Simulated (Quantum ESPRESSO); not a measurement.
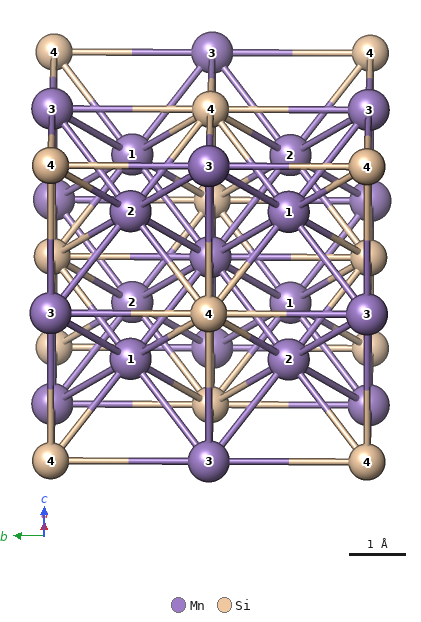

Figure 1. The structure (ball-and-stick view of the cell 4 times as large as that of the calculation, set on its symmetry axes, seen at an oblique angle; atoms are numbered from 1 in the order of the input). An atom can appear more than once, as a periodic image.

**Mn₃Si: projected density-of-states run (part 1 of 3)**

System: Mn₃Si (Fm-3m, 4 atoms in the cell).
Method: Kohn-Sham DFT of a periodic cell, PBEsol, DFT+U, GBRV 1.5 PBEsol, spin-polarised (Quantum ESPRESSO 7.5).

The structure derives from an entry of the Crystallography Open Database.

### What the program printed
```
This program is part of the open-source Quantum ESPRESSO suite
     for quantum simulation of materials; please cite
         "P. Giannozzi et al., J. Phys.:Condens. Matter 21 395502 (2009);
         "P. Giannozzi et al., J. Phys.:Condens. Matter 29 465901 (2017);
         "P. Giannozzi et al., J. Chem. Phys. 152 154105 (2020);
          URL
     in publications or presentations arising from this work. More details at

     Message from routine setup:
     using ibrav=0 with symmetry is DISCOURAGED, use correct ibrav instead

     K-points division:     npool     =       2
     Subspace diagonalization in iterative solution of the eigenvalue problem:
     a serial algorithm will be used

     G-vector sticks info
     --------------------
     sticks:   dense  smooth     PW     G-vecs:    dense   smooth      PW
     Sum        1453     733    223                36325    12939    2133

     Using Slab Decomposition

     bravais-lattice index     =            0
     lattice parameter (alat)  =       7.6460  a.u.
     unit-cell volume          =     316.0677 (a.u.)^3
     number of atoms/cell      =            4
     number of atomic types    =            2
     number of electrons       =        49.00
     number of Kohn-Sham states=           37
     kinetic-energy cutoff     =      45.0000  Ry
     charge density cutoff     =     360.0000  Ry
     scf convergence threshold =      8.0E-10
     mixing beta               =       0.3000
     number of iterations used =            8  plain     mixing
     Exchange-correlation= SLA  PW   PSX  PSC
                           (   1   4  10   8   0   0   0)
     Hubbard projectors: ortho-atomic
     Hubbard parameters of DFT+U (Dudarev formulation) in eV:
     U(Mn-3d) =  6.0000

     Internal variables: lda_plus_u =T, lda_plus_u_kind = 0

     Internal variables: orbital_resolved =F, hub_pot_fix =F, apply_U = F

     celldm(1)=   7.645955  celldm(2)=   0.000000  celldm(3)=   0.000000
     celldm(4)=   0.000000  celldm(5)=   0.000000  celldm(6)=   0.000000

     crystal axes: (cart. coord. in units of alat)
               a(1) = (   0.000000   0.707107   0.707107 )
               a(2) = (   0.707107   0.000000   0.707107 )
               a(3) = (   0.707107   0.707107   0.000000 )

     reciprocal axes: (cart. coord. in units 2 pi/alat)
               b(1) = ( -0.707107  0.707107  0.707107 )
               b(2) = (  0.707107 -0.707107  0.707107 )
               b(3) = (  0.707107  0.707107 -0.707107 )

     PseudoPot. # 1 for Mn read from file:
     mn_pbesol_v1.5.uspp.F.UPF
     Pseudo is Ultrasoft + core correction, Zval = 15.0
     Generated by new atomic code, or converted to UPF format
     Using radial grid of  859 points,  6 beta functions with:
                l(1) =   0
                l(2) =   0
                l(3) =   1
                l(4) =   1
                l(5) =   2
                l(6) =   2
     Q(r) pseudized with  8 coefficients,  rinner =    0.950   0.950   0.950
                                                       0.950   0.950

     PseudoPot. # 2 for Si read from file:
     si_pbesol_v1.uspp.F.UPF
     Pseudo is Ultrasoft + core correction, Zval =  4.0
     Generated by new atomic code, or converted to UPF format
     Using radial grid of  899 points,  6 beta functions with:
                l(1) =   0
                l(2) =   0
                l(3) =   1
                l(4) =   1
                l(5) =   2
                l(6) =   2
     Q(r) pseudized with  8 coefficients,  rinner =    0.900   0.900   0.900
                                                       0.900   0.900

     atomic species   valence    mass     pseudopotential
     Mn               15.00    54.93800     Mn( 1.00)
     Si                4.00    28.08500     Si( 1.00)

     Starting magnetic structure
     atomic species   magnetization
     Mn              0.267
     Si              0.000

     48 Sym. Ops., with inversion, found

   Cartesian axes

     site n.     atom                  positions (alat units)
         1        Mn     tau(   1) = (   1.0606602   1.0606602   1.0606602  )
         2        Mn     tau(   2) = (   0.3535534   0.3535534   0.3535534  )
         3        Mn     tau(   3) = (   0.7071068   0.7071068   0.7071068  )
         4        Si     tau(   4) = (   0.0000000   0.0000000   0.0000000  )

     number of k points=    20  Fermi-Dirac smearing, width (Ry)=  0.0037
                       cart. coord. in units 2pi/alat
        k(    1) = (   0.0000000   0.0000000   0.0000000), wk =   0.0029155
        k(    2) = (   0.1010153   0.1010153  -0.1010153), wk =   0.0233236
        k(    3) = (   0.2020305   0.2020305  -0.2020305), wk =   0.0233236
        k(    4) = (   0.3030458   0.3030458  -0.3030458), wk =   0.0233236
        k(    5) = (   0.2020305  -0.0000000   0.0000000), wk =   0.0174927
        k(    6) = (   0.3030458   0.1010153  -0.1010153), wk =   0.0699708
        k(    7) = (   0.4040610   0.2020305  -0.2020305), wk =   0.0699708
        k(    8) = (  -0.2020305  -0.4040610   0.4040610), wk =   0.0699708
        k(    9) = (  -0.1010153  -0.3030458   0.3030458), wk =   0.0699708
        k(   10) = (  -0.0000000  -0.2020305   0.2020305), wk =   0.0349854
        k(   11) = (   0.4040610  -0.0000000   0.0000000), wk =   0.0174927
        k(   12) = (   0.5050763   0.1010153  -0.1010153), wk =   0.0699708
        k(   13) = (  -0.1010153  -0.5050763   0.5050763), wk =   0.0699708
        k(   14) = (   0.0000000  -0.4040610   0.4040610), wk =   0.0349854
        k(   15) = (   0.6060915  -0.0000000   0.0000000), wk =   0.0174927
        k(   16) = (  -0.0000000  -0.6060915   0.6060915), wk =   0.0349854
        k(   17) = (   0.4040610   0.2020305   0.0000000), wk =   0.0699708
        k(   18) = (  -0.2020305  -0.4040610   0.6060915), wk =   0.1399417
        k(   19) = (  -0.1010153  -0.5050763   0.7071068), wk =   0.0699708
        k(   20) = (   0.0000000  -0.4040610   0.6060915), wk =   0.0699708

     Dense  grid:    36325 G-vectors     FFT dimensions: (  48,  48,  48)

     Smooth grid:    12939 G-vectors     FFT dimensions: (  36,  36,  36)

     Check: negative core charge=   -0.000020
     Generating pointlists ...
     new r_m :   0.2526 (alat units)  1.9314 (a.u.) for type    1
     new r_m :   0.2526 (alat units)  1.9314 (a.u.) for type    2

     Initial potential from superposition of free atoms

     starting charge      47.4991, renormalised to      49.0000

     STARTING HUBBARD OCCUPATIONS:

     =================== HUBBARD OCCUPATIONS ===================
     ------------------------ ATOM    1 ------------------------
     Tr[ns(  1)] (up, down, total) =   5.00000  0.00000  5.00000
     Atomic magnetic moment for atom   1 =   5.00000
     SPIN  1
     eigenvalues:
       1.000  1.000  1.000  1.000  1.000
     eigenvectors (columns):
       1.000  0.000  0.000  0.000  0.000
       0.000  1.000  0.000  0.000  0.000
       0.000  0.000  1.000  0.000  0.000
       0.000  0.000  0.000  1.000  0.000
       0.000  0.000  0.000  0.000  1.000
     occupation matrix ns (before diag.):
       1.000  0.000  0.000  0.000  0.000
       0.000  1.000  0.000  0.000  0.000
       0.000  0.000  1.000  0.000  0.000
       0.000  0.000  0.000  1.000  0.000
       0.000  0.000  0.000  0.000  1.000
     SPIN  2
     eigenvalues:
       0.000  0.000  0.000  0.000  0.000
     eigenvectors (columns):
       1.000  0.000  0.000  0.000  0.000
       0.000  1.000  0.000  0.000  0.000
       0.000  0.000  1.000  0.000  0.000
       0.000  0.000  0.000  1.000  0.000
       0.000  0.000  0.000  0.000  1.000
     occupation matrix ns (before diag.):
       0.000  0.000  0.000  0.000  0.000
       0.000  0.000  0.000  0.000  0.000
       0.000  0.000  0.000  0.000  0.000
       0.000  0.000  0.000  0.000  0.000
       0.000  0.000  0.000  0.000  0.000
     ------------------------ ATOM    2 ------------------------
     Tr[ns(  2)] (up, down, total) =   5.00000  0.00000  5.00000
     Atomic magnetic moment for atom   2 =   5.00000
     SPIN  1
     eigenvalues:
       1.000  1.000  1.000  1.000  1.000
     eigenvectors (columns):
       1.000  0.000  0.000  0.000  0.000
       0.000  1.000  0.000  0.000  0.000
       0.000  0.000  1.000  0.000  0.000
       0.000  0.000  0.000  1.000  0.000
       0.000  0.000  0.000  0.000  1.000
     occupation matrix ns (before diag.):
       1.000  0.000  0.000  0.000  0.000
       0.000  1.000  0.000  0.000  0.000
       0.000  0.000  1.000  0.000  0.000
       0.000  0.000  0.000  1.000  0.000
       0.000  0.000  0.000  0.000  1.000
     SPIN  2
     eigenvalues:
       0.000  0.000  0.000  0.000  0.000
     eigenvectors (columns):
       1.000  0.000  0.000  0.000  0.000
       0.000  1.000  0.000  0.000  0.000
       0.000  0.000  1.000  0.000  0.000
       0.000  0.000  0.000  1.000  0.000
       0.000  0.000  0.000  0.000  1.000
     occupation matrix ns (before diag.):
       0.000  0.000  0.000  0.000  0.000
       0.000  0.000  0.000  0.000  0.000
       0.000  0.000  0.000  0.000  0.000
       0.000  0.000  0.000  0.000  0.000
       0.000  0.000  0.000  0.000  0.000
     ------------------------ ATOM    3 ------------------------
     Tr[ns(  3)] (up, down, total) =   5.00000  0.00000  5.00000
     Atomic magnetic moment for atom   3 =   5.00000
     SPIN  1
     eigenvalues:
       1.000  1.000  1.000  1.000  1.000
     eigenvectors (columns):
       1.000  0.000  0.000  0.000  0.000
       0.000  1.000  0.000  0.000  0.000
       0.000  0.000  1.000  0.000  0.000
       0.000  0.000  0.000  1.000  0.000
       0.000  0.000  0.000  0.000  1.000
     occupation matrix ns (before diag.):
       1.000  0.000  0.000  0.000  0.000
       0.000  1.000  0.000  0.000  0.000
       0.000  0.000  1.000  0.000  0.000
       0.000  0.000  0.000  1.000  0.000
       0.000  0.000  0.000  0.000  1.000
     SPIN  2
     eigenvalues:
       0.000  0.000  0.000  0.000  0.000
     eigenvectors (columns):
       1.000  0.000  0.000  0.000  0.000
       0.000  1.000  0.000  0.000  0.000
       0.000  0.000  1.000  0.000  0.000
       0.000  0.000  0.000  1.000  0.000
       0.000  0.000  0.000  0.000  1.000
     occupation matrix ns (before diag.):
       0.000  0.000  0.000  0.000  0.000
       0.000  0.000  0.000  0.000  0.000
       0.000  0.000  0.000  0.000  0.000
       0.000  0.000  0.000  0.000  0.000
       0.000  0.000  0.000  0.000  0.000

     Number of occupied Hubbard levels =   15.0000

     Atomic wfc used for Hubbard projectors are orthogonalized

     Starting wfcs are   43 randomized atomic wfcs

     Self-consistent Calculation

     iteration #  1     ecut=    45.00 Ry     beta= 0.30
     Davidson diagonalization with overlap
     ethr =  1.00E-02,  avg # of iterations =  4.0

     =================== HUBBARD OCCUPATIONS ===================
     ------------------------ ATOM    1 ------------------------
     Tr[ns(  1)] (up, down, total) =   4.52077  0.50320  5.02397
     Atomic magnetic moment for atom   1 =   4.01757
     SPIN  1
     eigenvalues:
       0.878  0.878  0.878  0.943  0.943
     eigenvectors (columns):
      -0.000 -0.000 -0.000  0.031 -1.000
      -0.233  0.724 -0.650 -0.000  0.000
      -0.633  0.395  0.666 -0.000  0.000
       0.000  0.000  0.000 -1.000 -0.031
       0.738  0.566  0.366  0.000 -0.000
     occupation matrix ns (before diag.):
       0.943 -0.000 -0.000  0.000  0.000
      -0.000  0.878 -0.000  0.000  0.000
      -0.000 -0.000  0.878  0.000  0.000
       0.000  0.000  0.000  0.943 -0.000
       0.000  0.000  0.000 -0.000  0.878
     SPIN  2
     eigenvalues:
       0.084  0.084  0.084  0.126  0.126
     eigenvectors (columns):
      -0.000 -0.000  0.000 -0.042 -0.999
      -0.231 -0.179  0.956  0.000  0.000
      -0.664  0.748 -0.020  0.000  0.000
       0.000  0.000 -0.000  0.999 -0.042
       0.712  0.639  0.292 -0.000 -0.000
     occupation matrix ns (before diag.):
       0.126 -0.000 -0.000  0.000  0.000
      -0.000  0.084 -0.000  0.000  0.000
      -0.000 -0.000  0.084  0.000  0.000
       0.000  0.000  0.000  0.126 -0.000
       0.000  0.000  0.000 -0.000  0.084
     ------------------------ ATOM    2 ------------------------
     Tr[ns(  2)] (up, down, total) =   4.52077  0.50320  5.02397
     Atomic magnetic moment for atom   2 =   4.01757
     SPIN  1
     eigenvalues:
       0.878  0.878  0.878  0.943  0.943
     eigenvectors (columns):
      -0.000 -0.000 -0.000  0.015 -1.000
      -0.231 -0.936  0.265 -0.000  0.000
      -0.641  0.351  0.682 -0.000  0.000
       0.000  0.000  0.000 -1.000 -0.015
       0.732  0.012  0.682  0.000 -0.000
     occupation matrix ns (before diag.):
       0.943 -0.000 -0.000  0.000  0.000
      -0.000  0.878 -0.000  0.000  0.000
      -0.000 -0.000  0.878  0.000  0.000
       0.000  0.000  0.000  0.943 -0.000
       0.000  0.000  0.000 -0.000  0.878
     SPIN  2
     eigenvalues:
       0.084  0.084  0.084  0.126  0.126
     eigenvectors (columns):
      -0.000 -0.000 -0.000  0.186 -0.983
      -0.250 -0.927  0.278 -0.000  0.000
      -0.638  0.374  0.673 -0.000  0.000
       0.000  0.000  0.000 -0.983 -0.186
       0.728  0.010  0.685  0.000 -0.000
     occupation matrix ns (before diag.):
       0.126 -0.000 -0.000  0.000  0.000
      -0.000  0.084 -0.000  0.000  0.000
      -0.000 -0.000  0.084  0.000  0.000
       0.000  0.000  0.000  0.126 -0.000
       0.000  0.000  0.000 -0.000  0.084
     ------------------------ ATOM    3 ------------------------
     Tr[ns(  3)] (up, down, total) =   4.64085  0.39102  5.03188
     Atomic magnetic moment for atom   3 =   4.24983
     SPIN  1
     eigenvalues:
       0.909  0.909  0.909  0.956  0.956
     eigenvectors (columns):
      -0.000 -0.000 -0.000  0.027 -1.000
      -0.219  0.253 -0.942 -0.000  0.000
      -0.624  0.706  0.334 -0.000  0.000
       0.000  0.000  0.000 -1.000 -0.027
       0.750  0.662  0.003  0.000 -0.000
     occupation matrix ns (before diag.):
       0.956 -0.000 -0.000  0.000  0.000
      -0.000  0.909 -0.000  0.000  0.000
      -0.000 -0.000  0.909  0.000  0.000
       0.000  0.000  0.000  0.956 -0.000
       0.000  0.000  0.000 -0.000  0.909
     SPIN  2
     eigenvalues:
       0.071  0.071  0.071  0.088  0.088
     eigenvectors (columns):
      -0.000 -0.000  0.000 -0.030 -1.000
      -0.221  0.025  0.975  0.000  0.000
      -0.617  0.771 -0.159  0.000  0.000
       0.000  0.000 -0.000  1.000 -0.030
       0.755  0.637  0.155 -0.000 -0.000
     occupation matrix ns (before diag.):
       0.088 -0.000 -0.000  0.000  0.000
      -0.000  0.071 -0.000  0.000  0.000
      -0.000 -0.000  0.071  0.000  0.000
       0.000  0.000  0.000  0.088 -0.000
       0.000  0.000  0.000 -0.000  0.071

     Number of occupied Hubbard levels =   15.0798

     total energy              =    -641.54700532 Ry
     estimated scf accuracy    <       2.26331844 Ry

     total magnetization       =    11.89 Bohr mag/cell
     absolute magnetization    =    12.24 Bohr mag/cell

     iteration #  2     ecut=    45.00 Ry     beta= 0.30
     Davidson diagonalization with overlap
     ethr =  4.62E-03,  avg # of iterations =  2.0

     total energy              =    -641.94048880 Ry
     estimated scf accuracy    <       0.07530487 Ry

     total magnetization       =    11.87 Bohr mag/cell
     absolute magnetization    =    12.25 Bohr mag/cell

     iteration #  3     ecut=    45.00 Ry     beta= 0.30
     Davidson diagonalization with overlap
     ethr =  1.54E-04,  avg # of iterations =  4.2

     negative rho (up, down):  0.000E+00 1.420E-05

     total energy              =    -641.96753389 Ry
     estimated scf accuracy    <       0.03398477 Ry

     total magnetization       =    11.80 Bohr mag/cell
     absolute magnetization    =    12.23 Bohr mag/cell

     iteration #  4     ecut=    45.00 Ry     beta= 0.30
     Davidson diagonalization with overlap
     ethr =  6.94E-05,  avg # of iterations =  1.9
```
